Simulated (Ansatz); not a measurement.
## Geometry relaxation, with input and output: SnO₂ (part 2 of 3)

The same run, continued: SnO₂ (slab, 12 atoms in the cell); DFT PBEsol, scalar-relativistic, plane waves, PAW, no spin polarisation (Ansatz 0.2.0); cutoff 420 eV, 8×6×1 k-mesh, Gaussian smearing of 0.05 eV. The structure derives from a Materials Project entry. The input holds or restrains some coordinates. Forces given for the steps count only the free coordinates. It belongs to a series of runs on one base structure; here: clean slab, lower half held.

Geometry of the input (Å; fractional positions):
```
3.2120  0.0000  0.0000
0.0000  4.7701  0.0000
0.0000  0.0000  26.0012
O  0.5000  0.1937  0.3269
Sn 0.0000  0.0000  0.3624
O  0.5000  0.8063  0.3980
O  0.0000  0.3063  0.4186
Sn 0.5000  0.5000  0.4541
O  0.0000  0.6937  0.4897
O  0.5000  0.1937  0.5103
Sn 0.0000  0.0000  0.5459
O  0.5000  0.8063  0.5814
O  0.0000  0.3063  0.6020
Sn 0.5000  0.5000  0.6376
O  0.0000  0.6937  0.6731
```

The program's output, continued:
```
SCF iter   1: F=—  HF=-28283.415804 eV  |F-HF|=—  |Δ(HF+E_count)|=         —  Δρ=1.40e-3  dr2=4.83e-3  ethr=3.53e-5  p=-0.031 e·Å  D=-1.42e-2 V/Å  ΔV_dip=0.37 eV  dr2_dipole=5.49e-5  V_vac-E_F(+/−)=7.29/6.92 eV  ⟨swp⟩=2.5  Hψ=2726  notcnv=0  defer=151
efield: sawtooth ramp at fractional position 0.9800 (handed on by an earlier solve), width 0.0400; the density the first Hamiltonian is built on has a dipole p = -0.031 e·Å; the dipole correction subtracts the counter field D = -1.42e-2 V/Å, which shifts the + side's vacuum level by +0.37 eV against the − side's; the planar-averaged density in the ramp window peaks in size at 4.2e-6 e/Å³
SCF iter   2: F=—  HF=-28283.414506 eV  |F-HF|=—  |Δ(HF+E_count)|=   1.30e-3  Δρ=7.02e-4  dr2=1.06e-3  ethr=4.64e-6  p=-0.027 e·Å  D=-1.25e-2 V/Å  ΔV_dip=0.32 eV  dr2_dipole=1.48e-5  V_vac-E_F(+/−)=7.25/6.93 eV  ⟨swp⟩=2.0  Hψ=1815  notcnv=0  defer=151
SCF iter   3: F=—  HF=-28283.414434 eV  |F-HF|=—  |Δ(HF+E_count)|=   7.15e-5  Δρ=5.35e-4  dr2=1.25e-3  ethr=1.02e-6  p=-0.031 e·Å  D=-1.43e-2 V/Å  ΔV_dip=0.37 eV  dr2_dipole=5.39e-5  V_vac-E_F(+/−)=7.29/6.92 eV  ⟨swp⟩=2.2  Hψ=1675  notcnv=0  defer=151
SCF iter   4: F=—  HF=-28283.414217 eV  |F-HF|=—  |Δ(HF+E_count)|=   2.17e-4  Δρ=1.03e-4  dr2=2.63e-5  ethr=1.02e-6  p=-0.029 e·Å  D=-1.32e-2 V/Å  ΔV_dip=0.34 eV  dr2_dipole=6.93e-7  V_vac-E_F(+/−)=7.27/6.93 eV  ⟨swp⟩=2.0  Hψ=1630  notcnv=0  defer=151
SCF iter   5: F=-28283.414214 eV  HF=-28283.414215 eV  |F-HF|=1.20e-6  |Δ(HF+E_count)|=   1.90e-6  Δρ=3.23e-5  dr2=2.63e-6  ethr=5.81e-9  p=-0.029 e·Å  D=-1.34e-2 V/Å  ΔV_dip=0.35 eV  dr2_dipole=1.29e-8  V_vac-E_F(+/−)=7.27/6.93 eV  ⟨swp⟩=24.9  Hψ=15425  notcnv=0
SCF 4 converged in 5 iterations: F = -28283.414214 eV  dr2 = 2.63e-6
relax step   4: F+E_penalty+E_count = -28283.41421399 eV  Δ(F+E_penalty+E_count) = -3.453e-3 eV  max|allowed force component| = 9.473e-2 eV/Å  Δτ_max = 0.0265 Å  (5 SCF iters, dr2 threshold 6.04e-6 eV, accepted)
SCF iter   1: F=—  HF=-28283.415580 eV  |F-HF|=—  |Δ(HF+E_count)|=         —  Δρ=1.01e-3  dr2=2.68e-3  ethr=2.33e-5  p=-0.029 e·Å  D=-1.34e-2 V/Å  ΔV_dip=0.35 eV  dr2_dipole=1.07e-4  V_vac-E_F(+/−)=7.27/6.93 eV  ⟨swp⟩=2.9  Hψ=2366  notcnv=0  defer=145
efield: sawtooth ramp at fractional position 0.9800 (handed on by an earlier solve), width 0.0400; the density the first Hamiltonian is built on has a dipole p = -0.029 e·Å; the dipole correction subtracts the counter field D = -1.34e-2 V/Å, which shifts the + side's vacuum level by +0.35 eV against the − side's; the planar-averaged density in the ramp window peaks in size at 4.2e-6 e/Å³
preconditioner: auto → Resta (q_TF=auto, 2.181 Å⁻¹)  ε∞=2.1  [insulator: Δε(μ)=1.380 eV  Ē_g=18.319 eV  σ=0.050 eV  W_gap=1.00  n_scr=62 (ndim 8)  ℏωp=19.0 eV  f_vac=0.592  D(μ)=0.00/eV (n_scr^D=0)  ε∞_Penn≈2.1  vacuum switching on, ρ_ref=2.4e-2 e/Å³]
SCF iter   2: F=—  HF=-28283.415055 eV  |F-HF|=—  |Δ(HF+E_count)|=   5.24e-4  Δρ=6.22e-4  dr2=1.02e-3  ethr=2.58e-6  p=-0.035 e·Å  D=-1.60e-2 V/Å  ΔV_dip=0.42 eV  dr2_dipole=3.41e-5  V_vac-E_F(+/−)=7.33/6.92 eV  ⟨swp⟩=2.0  Hψ=1875  notcnv=0  defer=142
SCF iter   3: F=—  HF=-28283.414955 eV  |F-HF|=—  |Δ(HF+E_count)|=   1.01e-4  Δρ=3.99e-4  dr2=5.64e-4  ethr=9.83e-7  p=-0.032 e·Å  D=-1.45e-2 V/Å  ΔV_dip=0.38 eV  dr2_dipole=2.41e-5  V_vac-E_F(+/−)=7.30/6.92 eV  ⟨swp⟩=2.2  Hψ=1660  notcnv=0  defer=142
SCF iter   4: F=—  HF=-28283.414897 eV  |F-HF|=—  |Δ(HF+E_count)|=   5.77e-5  Δρ=6.95e-5  dr2=1.14e-5  ethr=5.42e-7  p=-0.033 e·Å  D=-1.52e-2 V/Å  ΔV_dip=0.40 eV  dr2_dipole=7.46e-8  V_vac-E_F(+/−)=7.32/6.92 eV  ⟨swp⟩=2.0  Hψ=1614  notcnv=0  defer=142
SCF iter   5: F=—  HF=-28283.414897 eV  |F-HF|=—  |Δ(HF+E_count)|=   1.65e-7  Δρ=2.75e-5  dr2=2.55e-6  ethr=1.10e-8  p=-0.033 e·Å  D=-1.52e-2 V/Å  ΔV_dip=0.39 eV  dr2_dipole=1.53e-10  V_vac-E_F(+/−)=7.32/6.92 eV  ⟨swp⟩=2.0  Hψ=1994  notcnv=0  defer=142
SCF iter   6: F=-28283.414897 eV  HF=-28283.414897 eV  |F-HF|=9.32e-8  |Δ(HF+E_count)|=   2.38e-7  Δρ=9.96e-6  dr2=3.08e-7  ethr=9.40e-10  p=-0.033 e·Å  D=-1.52e-2 V/Å  ΔV_dip=0.39 eV  dr2_dipole=4.17e-9  V_vac-E_F(+/−)=7.32/6.92 eV  ⟨swp⟩=22.9  Hψ=13027  notcnv=0
SCF 5 converged in 6 iterations: F = -28283.414897 eV  dr2 = 3.08e-7
relax step   5: F+E_penalty+E_count = -28283.41489664 eV  Δ(F+E_penalty+E_count) = -6.827e-4 eV  max|allowed force component| = 4.122e-2 eV/Å  Δτ_max = 0.0180 Å  (6 SCF iters, dr2 threshold 9.77e-7 eV, accepted)
SCF iter   1: F=—  HF=-28283.415056 eV  |F-HF|=—  |Δ(HF+E_count)|=         —  Δρ=2.91e-4  dr2=1.99e-4  ethr=2.14e-6  p=-0.033 e·Å  D=-1.52e-2 V/Å  ΔV_dip=0.39 eV  dr2_dipole=4.68e-6  V_vac-E_F(+/−)=7.32/6.92 eV  ⟨swp⟩=2.0  Hψ=2308  notcnv=0  defer=96
efield: sawtooth ramp at fractional position 0.9800 (handed on by an earlier solve), width 0.0400; the density the first Hamiltonian is built on has a dipole p = -0.033 e·Å; the dipole correction subtracts the counter field D = -1.52e-2 V/Å, which shifts the + side's vacuum level by +0.39 eV against the − side's; the planar-averaged density in the ramp window peaks in size at 4.1e-6 e/Å³
preconditioner: auto → Resta (q_TF=auto, 2.181 Å⁻¹)  ε∞=2.1  [insulator: Δε(μ)=1.385 eV  Ē_g=18.319 eV  σ=0.050 eV  W_gap=1.00  n_scr=62 (ndim 8)  ℏωp=19.0 eV  f_vac=0.591  D(μ)=0.00/eV (n_scr^D=0)  ε∞_Penn≈2.1  vacuum switching on, ρ_ref=2.4e-2 e/Å³]
SCF iter   2: F=—  HF=-28283.415014 eV  |F-HF|=—  |Δ(HF+E_count)|=   4.20e-5  Δρ=1.72e-4  dr2=7.97e-5  ethr=1.91e-7  p=-0.032 e·Å  D=-1.46e-2 V/Å  ΔV_dip=0.38 eV  dr2_dipole=2.24e-6  V_vac-E_F(+/−)=7.30/6.92 eV  ⟨swp⟩=2.0  Hψ=1978  notcnv=0  defer=96
SCF iter   3: F=—  HF=-28283.415060 eV  |F-HF|=—  |Δ(HF+E_count)|=   4.58e-5  Δρ=1.12e-4  dr2=4.90e-5  ethr=7.66e-8  p=-0.033 e·Å  D=-1.50e-2 V/Å  ΔV_dip=0.39 eV  dr2_dipole=2.93e-6  V_vac-E_F(+/−)=7.31/6.92 eV  ⟨swp⟩=2.2  Hψ=1658  notcnv=0  defer=96
SCF iter   4: F=—  HF=-28283.415050 eV  |F-HF|=—  |Δ(HF+E_count)|=   9.36e-6  Δρ=1.92e-5  dr2=1.01e-6  ethr=4.71e-8  p=-0.032 e·Å  D=-1.47e-2 V/Å  ΔV_dip=0.38 eV  dr2_dipole=9.93e-10  V_vac-E_F(+/−)=7.30/6.92 eV  ⟨swp⟩=2.0  Hψ=1623  notcnv=0  defer=96
SCF iter   5: F=—  HF=-28283.415050 eV  |F-HF|=—  |Δ(HF+E_count)|=   7.43e-8  Δρ=7.41e-6  dr2=1.47e-7  ethr=9.73e-10  p=-0.032 e·Å  D=-1.47e-2 V/Å  ΔV_dip=0.38 eV  dr2_dipole=6.43e-11  V_vac-E_F(+/−)=7.30/6.92 eV  ⟨swp⟩=2.2  Hψ=1690  notcnv=0  defer=96
SCF iter   6: F=-28283.415050 eV  HF=-28283.415050 eV  |F-HF|=1.19e-8  |Δ(HF+E_count)|=   1.34e-8  Δρ=2.96e-6  dr2=2.75e-8  ethr=9.62e-11  p=-0.032 e·Å  D=-1.47e-2 V/Å  ΔV_dip=0.38 eV  dr2_dipole=8.53e-10  V_vac-E_F(+/−)=7.30/6.92 eV  ⟨swp⟩=18.6  Hψ=11451  notcnv=0
SCF 6 converged in 6 iterations: F = -28283.415050 eV  dr2 = 2.75e-8
relax step   6: F+E_penalty+E_count = -28283.41505015 eV  Δ(F+E_penalty+E_count) = -1.535e-4 eV  max|allowed force component| = 8.204e-3 eV/Å  Δτ_max = 0.0054 Å  (6 SCF iters, accepted)
```

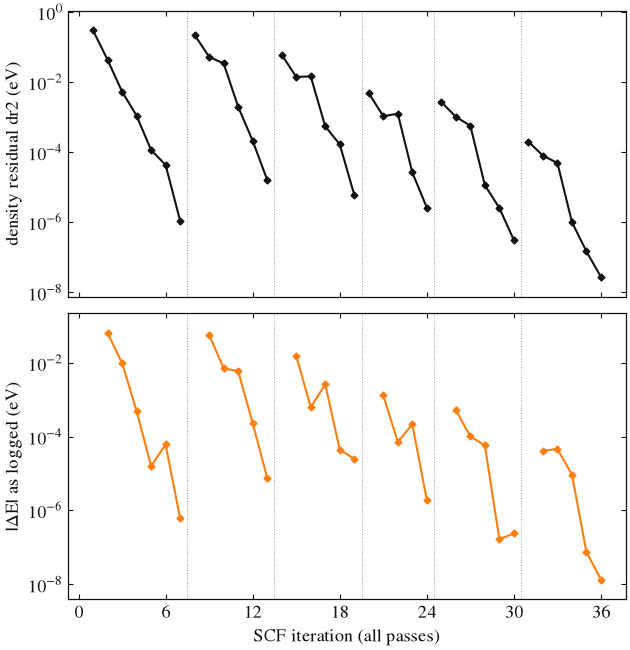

Fig. 1: Convergence of the self-consistent field: density residual dr2 and size of the energy change against the SCF iteration. The dotted lines part the SCF passes of the relaxation: geometry steps, rejected trials and re-solves on a re-selected basis. The 6 passes take 5 to 7 iterations each, 36 in all.

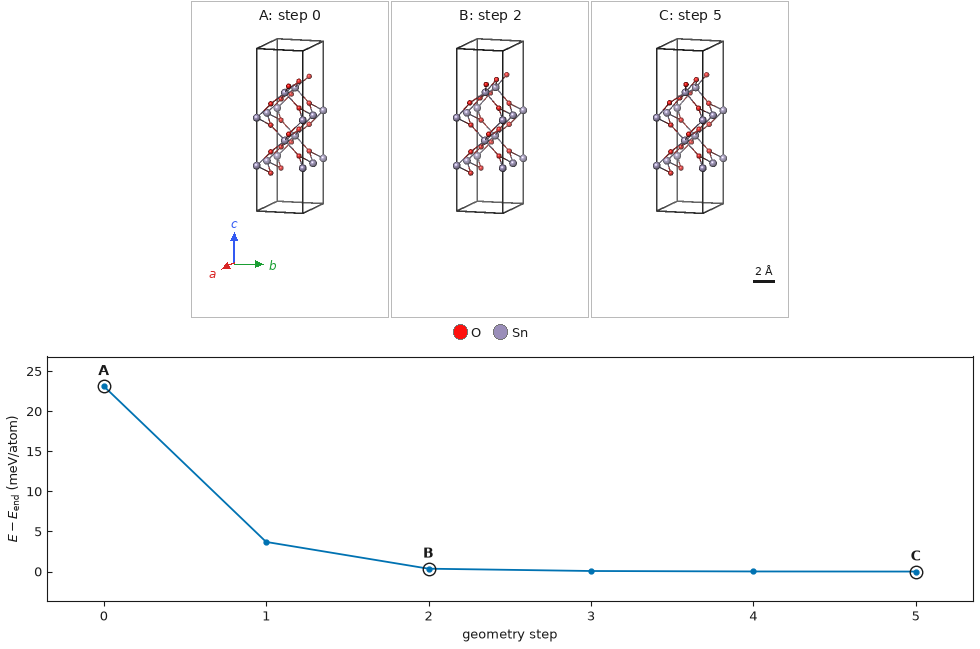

Fig. 2: Frames of the restrained relaxation (ball-and-stick view of the 2 × 1 repeat of the cell, with the vacuum cut short, seen slightly off an axis) above the curves, on which the letters mark them (the first geometry is step 0 here and step 1 in the log).

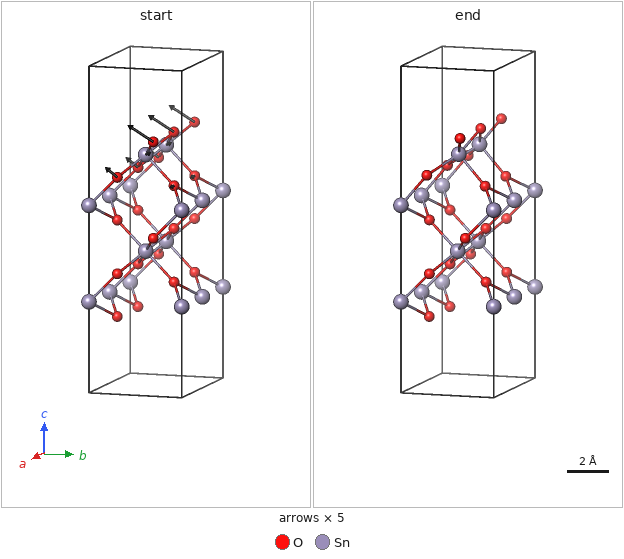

Fig. 3: Before (left) and after (right) the restrained relaxation, at one scale (ball-and-stick view of the 2 × 1 repeat of the cell, with the vacuum cut short, seen slightly off an axis). The black arrows give the displacements, magnified 5 times. After 5 geometry steps the energy has fallen by 23.1 meV per atom. Largest force component: 2.3 eV/Å at the start, 0.0082 eV/Å at the end. The largest move is that of O12, 0.31 Å. By element the largest moves are O 0.31 Å, Sn 0.07 Å. The cell stays as it was. Distances before and after: O10–Sn11 2.070 → 2.134 Å, Sn11–O12 2.070 → 2.009 Å, O9–Sn11 2.066 → 2.032 Å, Sn8–O10 2.066 → 2.046 Å. Among the angles that change: O10–Sn11–O12 180.0° → 165.0°, O9–Sn11–O12 90.0° → 101.1°, Sn11–O12–Sn11 101.7° → 106.1°. (Atoms are counted from 1 in the order of the input.)

```
WARN: The output density's exchange-correlation potential varies sharply where the density is thin. Do not read a vacuum level from v_tot or v_xc, or from such a field of the output density. On a cell that repeats whose density bears no net charge and no dipole along the vacuum's axis use v_es (v_loc + v_h of the components); under efield.dipole_correction with no amplitude use v_es + v_field, which holds any external_charges[].barrier, or the levels of the report's work_function block, which leave it out; under a non-zero efield.amplitude the vacuum is tilted and has no level; on a cell that repeats and bears such a dipole with no correction it is tilted too, and efield.dipole_correction with no amplitude gives each side of its ramp a level where efield: is served; in a cell that repeats whose density bears a net charge (total_charge, or a fill off its count) it is curved and has none; of a slab under crystal.periodic whose density bears no net charge use v_es, which has a level on each side, short of where the two are joined; of another it falls or rises all the way out and has none; of a slab beside external_charges read slab_vacuum_level instead, which it has where they leave it neutral. The grid or the basis barely resolves most such structure, and the values can differ between equally converged runs; as a rule a tighter scf.convergence.dr2_threshold does not remove it. Where the density itself ripples (under the LDA too) a higher basis.ecutwfc lessens it. The files hold the spikes' plane waves up to the density's cutoff. Files: v_tot_of_output_density and the like, and their columns of v_z.tsv (output.write_potential); v_xc_of_output_density and the like, and their columns of v_comp_z.tsv (output.write_potential_components). Measured: with its Gaussian average of σ = 0.25 Å subtracted twice, the exchange-correlation potential is over 0.1 eV at 549 of the grid points where the equally averaged density (valence and model cores) is under 1e-3 e/Å³, and 0.404 eV at the most among them, at an averaged density of 6.3e-7 e/Å³. The input density's (outcome.potential() and, of a run that writes arrays, v_tot and v_xc) is over 0.1 eV, so measured, at 467 points of its own thin density, 0.333 eV at the most. See output.write_potential in the manual, Limitations
SCF converged after 6 iterations
Free energy (F): -28283.415050 eV
Harris-Foulkes:  -28283.415050 eV  (|F-HF|=1.19e-8)
Internal energy: -28283.415050 eV  (E = F + TS)
E sigma→0 (E₀):  -28283.415050 eV
Fermi energy:    -0.886059 eV
Dipole field:    D = -0.014706 V/Å  (p = -0.032376 e·Å, saw-weighted, corrected)
Work function:   Φ+ = 7.3051 eV   Φ− = 6.9227 eV
Levels:          The Fermi level and band energies are counted from a zero that moves with the ramp; work functions are not
--- Per-component energies (eV) ---
  E_band       = -1357.821281
  E_kinetic    = 2148.944022
  E_local      = -115852.455811  (includes V_loc(G=0)·N_el)
  E_nonlocal   = 276.294057
  E_hartree    = 57478.092030
  E_xc         = -2085.360554
  E_vxc        = -1120.030632  (∫ρ·V_xc dr)
  E_paw        = -17519.505979  (= ΣΔE_a)
  E_vpaw       = -1766.795376  (= ΣTr[D̂ρ^β])
  E_aug_tail   = 0.019520  (compensation charges beyond the density's cutoff)
  E_efield     = 0.000238  (sawtooth field / dipole correction)
  E_vefield    = 0.028172  (∫n·V_field dr)
  E_ewald      = 47269.135763
  E_core_change = 1.421662  (= ΣΔE_core)
  E_smearing   = -0.000000  (= −TS)
  E_closure    = -0.000000  (closes the sum)
  Σ components = -28283.415050   (vs F -28283.415050, Δ=0.00e0)
--- Forces (eV/Å), atoms counted from 1 ---
  atom   1  O      0.00000000    -1.35321005     0.21685960
  atom   2  Sn     0.00000000     2.29603509    -0.41959175
  atom   3  O      0.00000000    -0.72765499    -0.04279112
  atom   4  O      0.00000000     0.05732943     0.17872039
  atom   5  Sn     0.00000000    -0.35690668     0.09156675
  atom   6  O      0.00000000     0.08717084    -0.02747811
  atom   7  O      0.00000000    -0.00120800     0.00750572
  atom   8  Sn     0.00000000    -0.00025019     0.00129417
  atom   9  O      0.00000000    -0.00447826    -0.00820357
  atom  10  O      0.00000000    -0.00213315     0.00280368
  atom  11  Sn     0.00000000     0.00135212     0.00583156
  atom  12  O      0.00000000     0.00392872    -0.00656576
  max |Σ_I F_I| component: 4.84e-5 eV/Å
--- Band table (eV; the first three rows and the last of 20) ---
```
